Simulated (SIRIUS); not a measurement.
**Au: 7 runs along one coordinate**

System: Au (Fm-3m, 1 atom in the cell).
Method: Kohn-Sham DFT of a periodic cell, PBEsol, dojo-sr-pbesol-0.4.1-standard, no spin polarisation (SIRIUS 7.10.0).

The 7 runs differ only in the geometry, by an even scaling of the cell at fixed fractional positions. The structure derives from an entry of the Crystallography Open Database.

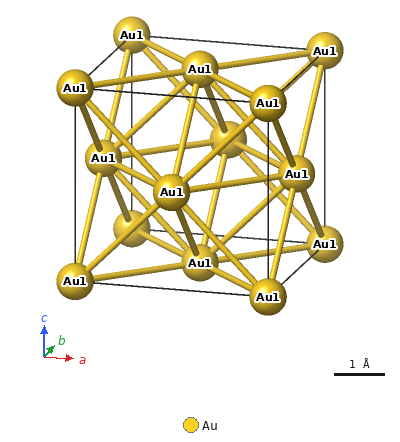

Figure 1. The structure of run 4 (ball-and-stick view of the cell 4 times as large as that of the calculation, set on its symmetry axes, seen slightly off an axis; atoms are numbered from 1 in the order of the input). An atom can appear more than once, as a periodic image.

### Input of run 4
```
{
  "control": {
    "processing_unit": "cpu",
    "verbosity": 2,
    "num_bands_to_print": 17,
    "print_forces": true,
    "print_stress": true
  },
  "parameters": {
    "electronic_structure_method": "pseudopotential",
    "xc_functionals": ["XC_GGA_X_PBE_SOL", "XC_GGA_C_PBE_SOL"],
    "gk_cutoff": 8.8,
    "pw_cutoff": 17.6,
    "ngridk": [11, 11, 11],
    "shiftk": [0, 0, 0],
    "smearing": "fermi_dirac",
    "smearing_width": 0.0018374661,
    "num_bands": 17,
    "num_mag_dims": 0,
    "num_dft_iter": 100,
    "energy_tol": 1e-08,
    "density_tol": 1e-06
  },
  "iterative_solver": {
    "type": "davidson",
    "min_tolerance": 1e-09,
    "tolerance_scale": [0.1, 0.25]
  },
  "mixer": {
    "type": "anderson",
    "beta": 0.7,
    "max_history": 8
  },
  "settings": {
    "tol_ne": 1e-10,
    "pseudo_grid_cutoff": 6.5
  },
  "unit_cell": {
    "lattice_vectors": [
      [0.0, 3.845592663613, 3.845592663613],
      [3.845592663613, 0.0, 3.845592663613],
      [3.845592663613, 3.845592663613, 0.0]
    ],
    "atom_coordinate_units": "lattice",
    "atom_types": ["Au"],
    "atom_files": {
      "Au": "Au.json"
    },
    "atoms": {
      "Au": [
        [0.0, 0.0, 0.0]
      ]
    }
  }
}
```

Command:
```bash
upf_to_json Au.upf
OMP_NUM_THREADS=1 sirius.scf --input=sirius.json --output=out.json --task=0
```

Lattice vectors (Å) and fractional positions of run 4:
```
   0.000000    2.035000    2.035000
   2.035000    0.000000    2.035000
   2.035000    2.035000    0.000000
Au  0.000000  0.000000  0.000000
```

Run 6 has the same physical settings and fractional positions; its lattice vectors (Å) are:
```
   0.000000    2.061779    2.061779
   2.061779    0.000000    2.061779
   2.061779    2.061779    0.000000
```

### Results, with one run withheld

```tsv
run	volume per atom (Å³)	free energy per atom, from the lowest run given (meV)	pressure (GPa)
1	15.843	47.85	14.77
2	16.181	22.24	9.67
3	16.518	6.71	5.19
4	16.855	0.00	1.26
5	17.192	1.03	−2.18
6	17.529	?	?
7	17.866	22.56	−7.81
```

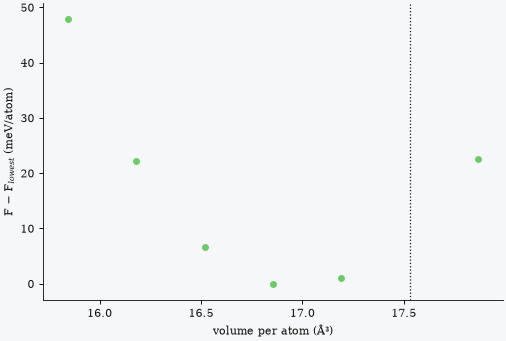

Figure 2. Free energy per atom of the runs given; the dotted line marks run 6.

What should run 6 give?

A cubic polynomial in V^(−2/3) (the Birch–Murnaghan form), fitted to the 6 runs given, misses them by at most 0.01 meV per atom. With x = V^(−2/3) − 0.15293 Å⁻², it reads F = 1.6937 + 2837.3 x + 9.3911e+05 x² + 4.7611e+06 x³ (meV per atom). At run 6 it gives 8.82 meV per atom, and the run itself gives 8.84. The slope of the fit gives a pressure −dF/dV of −5.18 GPa there, and the run prints −5.19 GPa. The fit has its minimum at 16.975 Å³ per atom, where V d²F/dV² gives 176 GPa: the bulk modulus at this level, since symmetry fixes the shape and the positions.

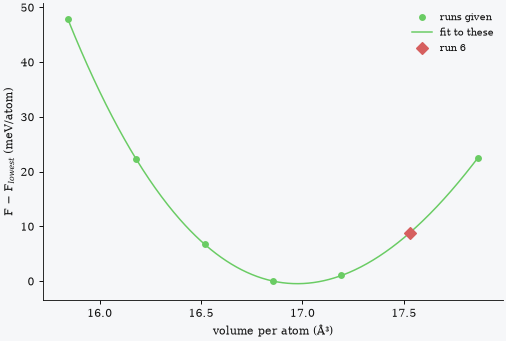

Figure 3. The fit and the withheld run.

### Some lines of the output (run 6)
```
[...]
[find] Free energy (E-TS)             :    -147.42227911 (Ha),    -294.84455822 (Ry)
[find] Efermi                         :       0.72619192
[find] Total energy                   :    -147.42224006 (Ha),    -294.84448012 (Ry)
[find] Free energy (E-TS)             :    -147.42227921 (Ha),    -294.84455842 (Ry)
[find] Efermi                         :       0.72614727
[find] Total energy                   :    -147.42224005 (Ha),    -294.84448009 (Ry)
[find] Free energy (E-TS)             :    -147.42227927 (Ha),    -294.84455854 (Ry)
[find] Efermi                         :       0.72617390
[find] Total energy                   :    -147.42224005 (Ha),    -294.84448010 (Ry)
[find] Efermi                         :       0.72617331
[find] Total energy                   :    -147.42224004 (Ha),    -294.84448009 (Ry)
[find] Efermi                         :       0.72617522
[find] Efermi                         :       0.72617504
[find] Efermi                         :       0.72617518
```

Notes: Spin–orbit coupling is left out, which matters for Au.
